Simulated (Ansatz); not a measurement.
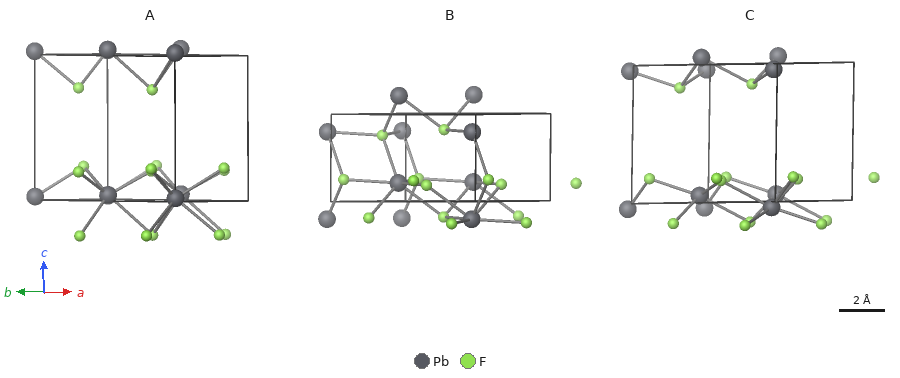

3 geometries from one relaxation of crystalline PbF₂ (built on the MoS2-187 type type), in shuffled order. The picture is a ball-and-stick view of the cell of the calculation, seen from a free direction.

Case: shaken.

Method: DFT, PBEsol, plane waves, PAW (Ansatz 0.2.0). Settings: plane-wave cutoff 420 eV; k-point mesh 6 × 6 × 4; occupations fermi dirac; smearing width 0.05 eV; no spin polarisation; cell and atoms relaxed; force threshold 0.01 eV/Å; at most 120 steps.

Q: Order the frames from highest to lowest energy.

A: A, C, B. They are steps 0, 23, 54, at +464 meV per atom, +126 meV per atom relative to the last. An F atom moves most relative to the cell: 2.26 Å along [2 −1 0]. Largest moves by element: F 2.26 Å, Pb 0.93 Å. Cell: a 3.688 → 3.795 Å (+2.9 %), b 7.269 → 7.528 Å (+3.6 %), c 6.476 → 3.889 Å (−39.9 %), α 89.9° → 91.4°, β 90.2° → 90.0°, γ 120.9° → 120.3°. Volume −35.6 %. Near-neighbour distances that change, for instance: F–Pb 5.577 → 2.571 Å, F–Pb 5.226 → 2.571 Å, F–Pb 2.201 → 4.609 Å, F–Pb 4.631 → 2.495 Å. Bonds break, among them: F–Pb (2.20 → 4.61 Å), F–Pb (2.36 → 4.48 Å). Bond angles that change, for instance: F–Pb–F 135.8° → 69.4°, F–Pb–F 94.3° → 74.4°, F–Pb–F 72.1° → 67.7°. The space group (tolerance 0.01 Å) goes from P1 (No. 1) to P2_1/m (No. 11). After 47 accepted moves (54 points after the start) the energy has fallen by 464 meV per atom. Largest force component: 2.2 eV/Å at the start, 0.0012 eV/Å at the end. Pressure: −1.89 GPa at the start and −0.01 GPa at the end. The line search rejected the trial steps at points 12, 33, 52 of the run. The SCF was repeated 4 times at an unchanged geometry on a basis and grid sized afresh for the cell, which shifted the energy by 0.9 meV per atom at most. The run took 12 min on 2 threads of Intel(R) Xeon(R) Platinum 8375C CPU @ 2.90GHz (Ice Lake), with other jobs on the host, peak memory 0.62 GiB.
